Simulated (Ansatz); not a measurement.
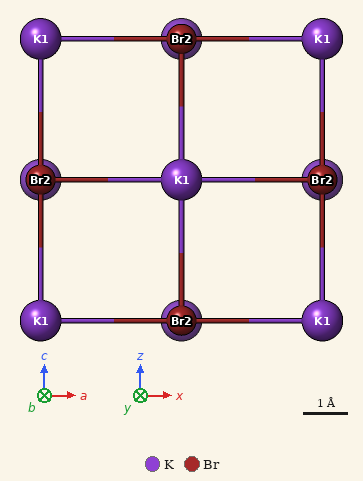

Energy scan for crystalline KBr (Fm-3m), in which the cell is strained equally along x and y and separately along z, with the atoms kept at their fractional coordinates. x, y and z are the Cartesian axes of the input. The picture shows the reference cell. Style: ball-and-stick. Shown: the conventional cell (4 times the calculation's cell), along the b axis. Lengths and directions refer to the drawn axes.

Theory: DFT PBEsol, scalar-relativistic, plane waves, PAW in Ansatz 0.2.0. Settings: plane-wave cutoff 420 eV; k-point mesh 6 × 6 × 6; occupations gaussian; smearing width 0.05 eV; no spin polarisation. Energies (free energies at the smearing named) are counted from the relaxed crystal.

```
K Br
1.0
     0.00000    3.27488    3.27488
     3.27488    0.00000    3.27488
     3.27488    3.27488    0.00000
K Br
1 1
Direct
  0.00000 0.00000 0.00000
  0.50000 0.50000 0.50000
```

Give the energy at each point on a grid with rows −0.080, −0.040, 0.000, 0.040, 0.080 and columns −0.080, −0.040, 0.000, 0.040, 0.080 (strain along x and y; strain along z).

Answer. Rows: strain along x and y; columns: strain along z; values in meV/atom.

```tsv
	−0.080	−0.040	0.000	0.040	0.080
−0.080	136.1	98.8	84.4	83.6	90.2
−0.040	62.9	28.7	17.5	19.6	28.9
0.000	38.6	7.9	0.0	5.3	17.5
0.040	43.7	16.5	12.1	20.7	36.1
0.080	65.5	41.9	41.1	53.1	71.8
```

In pairs of (strain along x and y; strain along z): the lowest computed point lies at (0.000, 0.000) (0.0 meV/atom), the highest at (−0.080, −0.080) (136.1 meV/atom). The valley is tilted: raising the in-plane strain is made harder by raising the strain along z (cross term 0.16 of the geometric mean of the two curvatures). Over the ranges scanned the energy rises more along the first axis, the in-plane strain. The pressure runs from −2.0 GPa at (0.080, 0.080) to 7.2 GPa at (−0.080, −0.080).

As a map, interpolated between the computed points (dots):

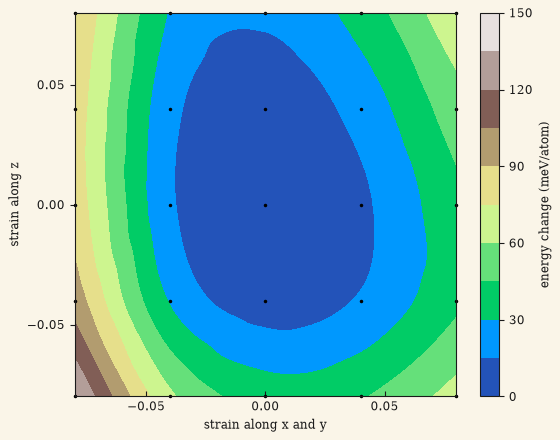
